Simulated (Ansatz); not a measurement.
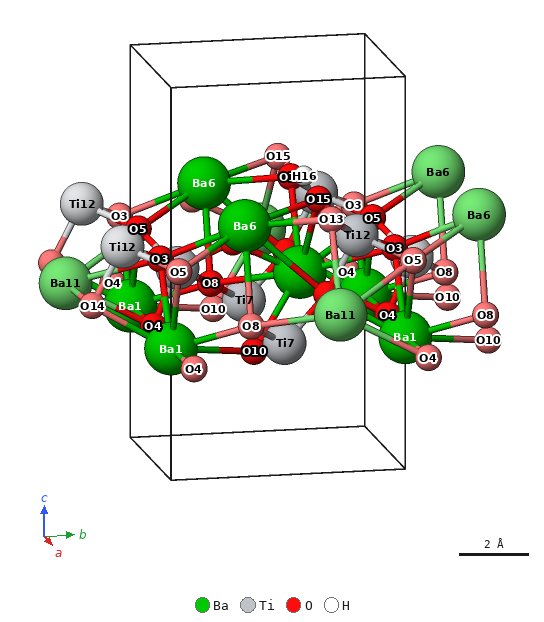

The structure as given in the input (ball-and-stick view of the cell of the calculation, with the vacuum cut short, seen slightly off an axis; neighbours outside the cell are drawn fainter; atoms are numbered from 1 in the order of the input). An atom can appear more than once, as a periodic image.

**Molecular dynamics of Ba$_{3}$Ti$_{3}$HO$_{9}$ (part 1 of 3)**

Ba$_{3}$Ti$_{3}$HO$_{9}$ (slab, 16 atoms in the cell), computed with DFT PBE, scalar-relativistic, plane waves, PAW, PAW set soft_1, spin-polarised (Ansatz 0.2.0).

The structure derives from an entry of the Crystallography Open Database. The input holds or restrains some coordinates. It belongs to a series of runs on one base structure; here: dynamics from the start. Figures and captions count atoms from 1; the log counts them from 0 in places.

**The program's output**
```
Warning: md: disabling space-group detection — thermal motion breaks the input geometry's symmetry, so no spatial operation reduces the k-mesh or symmetrises the density; time reversal is kept, so that k and −k are solved as one point where they differ and the mesh holds both, and exact exchange and, on two spinor components, a DFT+U term hold to it where the run has them: on two components no moment then forms, and a state that bears one, which a typed moment (crystal.atoms[].spin; refused beside efield: under a hybrid functional) reaches, can lie lower, under hf by electronvolts; crystal.symmetry.detect: false (a key that needs symmetry detection or time reversal refuses this as the deck is read) with time_reversal: false beside it drops time reversal too
Engine: ansatz 0.2.0, aarch64-unknown-linux-gnu
Pseudopotentials: kind: paw
Pseudopotential: Ba, paw, valence charge 10, recommended cutoff 420 eV (normal), [file]
Pseudopotential: Ti, paw, valence charge 12, recommended cutoff 420 eV (normal), [file]
Pseudopotential: O, paw, valence charge 6, recommended cutoff 420 eV (normal), [file]
Pseudopotential: H, paw, valence charge 1, recommended cutoff 420 eV (normal), [file]
Functional definition: PBE
  parameter kappa = 0.804
  parameter beta = 0.06672455060314922
  exchange = pbe_x(kappa = kappa, mu = beta*pi^2/3)
  correlation = pbe_c(beta = beta)
Crystal: 16 atoms, lattice volume = 671.217 Å³
Basis set: ecut = 420 eV, 13121 PW (Γ), exchange–correlation on 80×96×240 points (8 copies of the dense FFT grid, shifted against one another)
Bands: 77, of which v1, the nominal top of the filled ones, is band 61 counted from 1 (60 counted from 0)
Symmetry: 1 space group operations
k-points: 4
Non-local potential: Ba, projectors of the file, l = 0: 3, l = 1: 2, l = 2: 2, l = 3: 2
Non-local potential: Ti, projectors of the file, l = 0: 3, l = 1: 2, l = 2: 3, l = 3: 1
Non-local potential: O, projectors of the file, l = 0: 2, l = 1: 2, l = 2: 1
Non-local potential: H, projectors of the file, l = 0: 2, l = 1: 1
PAW form: soft (Blöchl's): semilocal exchange-correlation on the pseudo side does not see the compensation charge
PAW one-centre angular grid: Ba, 194 points (default); XC on 64 Gauss nodes
PAW one-centre angular grid: Ti, 590 points (default); XC on 64 Gauss nodes
PAW one-centre angular grid: O, 110 points (default); XC on 64 Gauss nodes
PAW one-centre angular grid: H, 110 points (default); XC on 64 Gauss nodes
Initial density: superposition of atomic densities (neutral atoms: chi_scale 0, normalization atom)
Starting moments: Σ|m| = 0.24 μB on 1 of 16 sites
Initial wavefunctions: pseudopotential atomic-orbital guess
Functional: x = pbe(κ = 0.804, μ = 0.2195149727645171), c = pbe(β = 0.06672455060314922)
SCF iter   1: F=—  HF=-30511.362374 eV  |F-HF|=—  |Δ(HF+E_count)|=         —  Δρ=5.29e-2 (↑5.26e-2 ↓5.29e-2)  dr2=8.88e1  dr2_m=1.56e-2  M=-0.233 μB ∫|m|=0.244 μB  β_m=0.30  ethr=3.10e-3  ⟨swp⟩=11.0  Hψ=3296  notcnv=0
preconditioner: auto → LDOS  [metal: Δε(μ)=0.047 eV  Ē_g=10.625 eV  σ=0.050 eV  W_gap=0.23  n_scr=88 (ndim 8)  ℏωp=12.2 eV  f_vac=0.545  D(μ)=7.56/eV (n_scr^D=30)]
spin=Collinear: LDOS preconditioning applied to the charge; magnetization (m = ρ↑ − ρ↓) channel mixes plain (no charge-response kernel on spin).
SCF iter   2: F=—  HF=-30493.598786 eV  |F-HF|=—  |Δ(HF+E_count)|=    1.78e1  Δρ=2.33e-2 (↑2.31e-2 ↓2.33e-2)  dr2=2.18e1  dr2_m=7.38e-3  M=-0.300 μB ∫|m|=0.316 μB  β_m=0.30  ethr=3.10e-3  ⟨swp⟩=3.9  Hψ=1521  notcnv=0  defer=24
SCF iter   3: F=—  HF=-30488.980628 eV  |F-HF|=—  |Δ(HF+E_count)|=    4.62e0  Δρ=1.11e-2 (↑1.11e-2 ↓1.07e-2)  dr2=2.26e0  dr2_m=1.22e-2  M=-0.488 μB ∫|m|=0.508 μB  β_m=1.00  ethr=3.10e-3  ⟨swp⟩=5.5  Hψ=1365  notcnv=0  defer=18
SCF iter   4: F=—  HF=-30488.921752 eV  |F-HF|=—  |Δ(HF+E_count)|=   5.89e-2  Δρ=5.73e-3 (↑5.73e-3 ↓4.87e-3)  dr2=8.54e-1  dr2_m=3.63e-2  M=-0.968 μB ∫|m|=0.990 μB  β_m=1.00  ethr=1.86e-3  ⟨swp⟩=5.4  Hψ=1092  notcnv=0  defer=20
SCF iter   5: F=—  HF=-30488.947546 eV  |F-HF|=—  |Δ(HF+E_count)|=   2.58e-2  Δρ=2.12e-3 (↑2.12e-3 ↓2.06e-3)  dr2=8.72e-2  dr2_m=1.25e-3  M=-1.000 μB ∫|m|=1.061 μB  β_m=1.00  ethr=7.06e-4  ⟨swp⟩=5.8  Hψ=1165  notcnv=0  defer=26
SCF iter   6: F=—  HF=-30488.990961 eV  |F-HF|=—  |Δ(HF+E_count)|=   4.34e-2  Δρ=1.25e-3 (↑1.17e-3 ↓1.25e-3)  dr2=2.64e-2  dr2_m=1.67e-4  M=-1.000 μB ∫|m|=1.075 μB  β_m=0.30  ethr=7.21e-5  ⟨swp⟩=4.4  Hψ=1130  notcnv=0  defer=42
Mixer restart at iter 6: flushing history
spin-set hold released at iteration 6 (site moments contracting): the magnetisation degrees of freedom join the quasi-Newton model from the next iteration; the mixer history was flushed
SCF iter   7: F=—  HF=-30489.002400 eV  |F-HF|=—  |Δ(HF+E_count)|=   1.14e-2  Δρ=8.75e-4 (↑8.75e-4 ↓8.53e-4)  dr2=1.26e-2  dr2_m=9.80e-5  M=-1.000 μB ∫|m|=1.077 μB  β_m=0.35  ethr=2.18e-5  ⟨swp⟩=2.4  Hψ=975  notcnv=0  defer=43
SCF iter   8: F=—  HF=-30489.010008 eV  |F-HF|=—  |Δ(HF+E_count)|=   7.61e-3  Δρ=7.12e-4 (↑5.71e-4 ↓7.12e-4)  dr2=9.73e-3  dr2_m=1.52e-4  M=-1.000 μB ∫|m|=1.082 μB  β_m=0.36  ethr=1.04e-5  ⟨swp⟩=2.2  Hψ=973  notcnv=0  defer=42
SCF iter   9: F=—  HF=-30489.016486 eV  |F-HF|=—  |Δ(HF+E_count)|=   6.48e-3  Δρ=2.87e-4 (↑2.87e-4 ↓2.46e-4)  dr2=2.00e-3  dr2_m=3.98e-5  M=-1.000 μB ∫|m|=1.087 μB  β_m=0.31  ethr=8.04e-6  ⟨swp⟩=2.2  Hψ=1019  notcnv=0  defer=42
SCF iter  10: F=—  HF=-30489.016682 eV  |F-HF|=—  |Δ(HF+E_count)|=   1.95e-4  Δρ=1.18e-4 (↑9.29e-5 ↓1.18e-4)  dr2=1.22e-4  dr2_m=3.86e-5  M=-1.000 μB ∫|m|=1.089 μB  β_m=0.40  ethr=1.65e-6  ⟨swp⟩=2.0  Hψ=799  notcnv=0  defer=42
SCF iter  11: F=—  HF=-30489.016760 eV  |F-HF|=—  |Δ(HF+E_count)|=   7.82e-5  Δρ=7.30e-5 (↑7.30e-5 ↓6.95e-5)  dr2=8.00e-5  dr2_m=1.70e-5  M=-1.000 μB ∫|m|=1.091 μB  β_m=0.38  ethr=1.01e-7  ⟨swp⟩=2.5  Hψ=987  notcnv=0  defer=42
SCF iter  12: F=—  HF=-30489.016792 eV  |F-HF|=—  |Δ(HF+E_count)|=   3.25e-5  Δρ=3.66e-5 (↑3.08e-5 ↓3.66e-5)  dr2=8.00e-6  dr2_m=5.51e-6  M=-1.000 μB ∫|m|=1.092 μB  β_m=0.41  ethr=6.61e-8  ⟨swp⟩=2.0  Hψ=879  notcnv=0  defer=42
SCF iter  13: F=—  HF=-30489.016796 eV  |F-HF|=—  |Δ(HF+E_count)|=   3.34e-6  Δρ=2.34e-5 (↑1.79e-5 ↓2.34e-5)  dr2=4.77e-6  dr2_m=1.68e-6  M=-1.000 μB ∫|m|=1.093 μB  β_m=0.42  ethr=6.61e-9  ⟨swp⟩=2.0  Hψ=927  notcnv=0  defer=42
SCF iter  14: F=—  HF=-30489.016798 eV  |F-HF|=—  |Δ(HF+E_count)|=   2.68e-6  Δρ=1.30e-5 (↑1.16e-5 ↓1.30e-5)  dr2=2.25e-6  dr2_m=5.44e-7  M=-1.000 μB ∫|m|=1.093 μB  β_m=0.40  ethr=3.94e-9  ⟨swp⟩=2.0  Hψ=878  notcnv=0  defer=42
SCF iter  15: F=—  HF=-30489.016799 eV  |F-HF|=—  |Δ(HF+E_count)|=   1.05e-6  Δρ=8.46e-6 (↑8.46e-6 ↓7.56e-6)  dr2=7.25e-7  dr2_m=2.53e-7  M=-1.000 μB ∫|m|=1.093 μB  β_m=0.36  ethr=1.86e-9  ⟨swp⟩=2.0  Hψ=878  notcnv=0  defer=42
iter 16 did not close the SCF: its close was put off for a magnetic moment that had not settled (scf_convergence_deferred on its scf_iter line)
SCF iter  16: F=-30489.016800 eV  HF=-30489.016800 eV  |F-HF|=6.90e-9  |Δ(HF+E_count)|=   4.49e-7  Δρ=3.27e-6 (↑2.78e-6 ↓3.27e-6)  dr2=5.22e-8  dr2_m=4.39e-8  M=-1.000 μB ∫|m|=1.094 μB  β_m=0.44  ethr=8.26e-11  ⟨swp⟩=3.1  Hψ=2180  notcnv=0
iter 17 did not close the SCF: its close was put off for a magnetic moment that had not settled (scf_convergence_deferred on its scf_iter line)
SCF iter  17: F=-30489.016800 eV  HF=-30489.016800 eV  |F-HF|=4.64e-8  |Δ(HF+E_count)|=   2.56e-8  Δρ=2.20e-6 (↑2.20e-6 ↓1.86e-6)  dr2=8.29e-8  dr2_m=9.29e-9  M=-1.000 μB ∫|m|=1.094 μB  β_m=0.39  ethr=4.31e-11  ⟨swp⟩=2.0  Hψ=2162  notcnv=0
iter 18 did not close the SCF: its close was put off for a magnetic moment that had not settled (scf_convergence_deferred on its scf_iter line)
SCF iter  18: F=-30489.016800 eV  HF=-30489.016800 eV  |F-HF|=1.14e-9  |Δ(HF+E_count)|=   9.69e-9  Δρ=1.48e-6 (↑1.00e-6 ↓1.48e-6)  dr2=3.67e-8  dr2_m=3.51e-9  M=-1.000 μB ∫|m|=1.094 μB  β_m=0.34  ethr=4.31e-11  ⟨swp⟩=2.0  Hψ=2049  notcnv=0
iter 19 did not close the SCF: its close was put off for a magnetic moment that had not settled (scf_convergence_deferred on its scf_iter line)
SCF iter  19: F=-30489.016800 eV  HF=-30489.016800 eV  |F-HF|=2.80e-8  |Δ(HF+E_count)|=   3.54e-9  Δρ=7.21e-7 (↑7.21e-7 ↓6.16e-7)  dr2=4.24e-9  dr2_m=1.53e-9  M=-1.000 μB ∫|m|=1.094 μB  β_m=0.35  ethr=3.03e-11  ⟨swp⟩=2.0  Hψ=1728  notcnv=0
SCF iter  20: F=-30489.016800 eV  HF=-30489.016800 eV  |F-HF|=1.44e-8  |Δ(HF+E_count)|=   1.59e-8  Δρ=3.73e-7 (↑3.27e-7 ↓3.73e-7)  dr2=9.09e-10  dr2_m=4.37e-10  M=-1.000 μB ∫|m|=1.094 μB  ethr=3.51e-12  ⟨swp⟩=1.0  Hψ=1480  notcnv=0
SCF 1 converged in 20 iterations: F = -30489.016800 eV  dr2 = 9.09e-10
[...]
  greatest PAW one-centre occupation: 0.999 electrons in one spin orbital (limit 2), on the Ti atom at site 6 (counted from 0), in its partial waves of l = 0
NSCF: frozen V_eff on 4 k-points
md step     0: t =     0.00 fs  T =  1800.0 K  F+E_penalty+E_count = -30489.01679998 eV  E_kin = 3.024684 eV  conserved = -30485.99211601 eV  (20 SCF iters)
Initial density: handed on by an earlier stage of this run
Starting moments: Σ|m| = 0.24 μB on 1 of 16 sites; this step starts from the density that it was given
Initial wavefunctions: those handed on with the density
preconditioner: auto → Resta (q_TF=auto, 2.051 Å⁻¹)  ε∞=2.6  [insulator: Δε(μ)=0.975 eV  Ē_g=10.941 eV  σ=0.050 eV  W_gap=1.00  n_scr=88 (ndim 8)  ℏωp=13.7 eV  f_vac=0.608  D(μ)=0.00/eV (n_scr^D=0)  ε∞_Penn≈2.6  vacuum switching on, ρ_ref=8.7e-3 e/Å³]
spin=Collinear: Resta preconditioning applied to the charge; magnetization (m = ρ↑ − ρ↓) channel mixes plain (no charge-response kernel on spin).
md step     1: t =     0.50 fs  T =  1788.1 K  F+E_penalty+E_count = -30488.99617758 eV  E_kin = 3.004707 eV  conserved = -30485.99147093 eV  (10 SCF iters)
[... from here on the SCF iterations and repeated set-up lines of each step are left out, up to the last step ...]
md step     2: t =     1.00 fs  T =  1758.9 K  F+E_penalty+E_count = -30488.94626314 eV  E_kin = 2.955701 eV  conserved = -30485.99056201 eV  (10 SCF iters)
md step     3: t =     1.50 fs  T =  1720.3 K  F+E_penalty+E_count = -30488.88048746 eV  E_kin = 2.890737 eV  conserved = -30485.98975007 eV  (10 SCF iters)
md step     4: t =     2.00 fs  T =  1679.5 K  F+E_penalty+E_count = -30488.81140405 eV  E_kin = 2.822237 eV  conserved = -30485.98916699 eV  (10 SCF iters)
md step     5: t =     2.50 fs  T =  1642.2 K  F+E_penalty+E_count = -30488.74831743 eV  E_kin = 2.759500 eV  conserved = -30485.98881721 eV  (10 SCF iters)
md step     6: t =     3.00 fs  T =  1611.7 K  F+E_penalty+E_count = -30488.69692312 eV  E_kin = 2.708250 eV  conserved = -30485.98867337 eV  (10 SCF iters)
md step     7: t =     3.50 fs  T =  1589.4 K  F+E_penalty+E_count = -30488.65956190 eV  E_kin = 2.670833 eV  conserved = -30485.98872865 eV  (10 SCF iters)
md step     8: t =     4.00 fs  T =  1574.8 K  F+E_penalty+E_count = -30488.63527739 eV  E_kin = 2.646265 eV  conserved = -30485.98901205 eV  (10 SCF iters)
md step     9: t =     4.50 fs  T =  1565.0 K  F+E_penalty+E_count = -30488.61944161 eV  E_kin = 2.629871 eV  conserved = -30485.98957057 eV  (10 SCF iters)
md step    10: t =     5.00 fs  T =  1554.9 K  F+E_penalty+E_count = -30488.60324084 eV  E_kin = 2.612832 eV  conserved = -30485.99040915 eV  (10 SCF iters)
md step    11: t =     5.50 fs  T =  1536.9 K  F+E_penalty+E_count = -30488.57395784 eV  E_kin = 2.582579 eV  conserved = -30485.99137846 eV  (10 SCF iters)
md step    12: t =     6.00 fs  T =  1503.0 K  F+E_penalty+E_count = -30488.51769654 eV  E_kin = 2.525644 eV  conserved = -30485.99205232 eV  (10 SCF iters)
md step    13: t =     6.50 fs  T =  1448.7 K  F+E_penalty+E_count = -30488.42610760 eV  E_kin = 2.434331 eV  conserved = -30485.99177706 eV  (10 SCF iters)
md step    14: t =     7.00 fs  T =  1378.0 K  F+E_penalty+E_count = -30488.30581877 eV  E_kin = 2.315645 eV  conserved = -30485.99017402 eV  (10 SCF iters)
md step    15: t =     7.50 fs  T =  1306.1 K  F+E_penalty+E_count = -30488.18277898 eV  E_kin = 2.194815 eV  conserved = -30485.98796362 eV  (10 SCF iters)
md step    16: t =     8.00 fs  T =  1251.8 K  F+E_penalty+E_count = -30488.09047640 eV  E_kin = 2.103584 eV  conserved = -30485.98689272 eV  (9 SCF iters)
md step    17: t =     8.50 fs  T =  1224.0 K  F+E_penalty+E_count = -30488.04476924 eV  E_kin = 2.056836 eV  conserved = -30485.98793287 eV  (10 SCF iters)
md step    18: t =     9.00 fs  T =  1214.2 K  F+E_penalty+E_count = -30488.03035945 eV  E_kin = 2.040338 eV  conserved = -30485.99002166 eV  (9 SCF iters)
md step    19: t =     9.50 fs  T =  1204.5 K  F+E_penalty+E_count = -30488.01546390 eV  E_kin = 2.024022 eV  conserved = -30485.99144182 eV  (10 SCF iters)
md step    20: t =    10.00 fs  T =  1181.3 K  F+E_penalty+E_count = -30487.97665645 eV  E_kin = 1.985106 eV  conserved = -30485.99155085 eV  (10 SCF iters)
md step    21: t =    10.50 fs  T =  1142.0 K  F+E_penalty+E_count = -30487.90967176 eV  E_kin = 1.918912 eV  conserved = -30485.99075986 eV  (10 SCF iters)
md step    22: t =    11.00 fs  T =  1092.0 K  F+E_penalty+E_count = -30487.82461503 eV  E_kin = 1.834903 eV  conserved = -30485.98971190 eV  (10 SCF iters)
md step    23: t =    11.50 fs  T =  1040.1 K  F+E_penalty+E_count = -30487.73663456 eV  E_kin = 1.747818 eV  conserved = -30485.98881654 eV  (10 SCF iters)
```
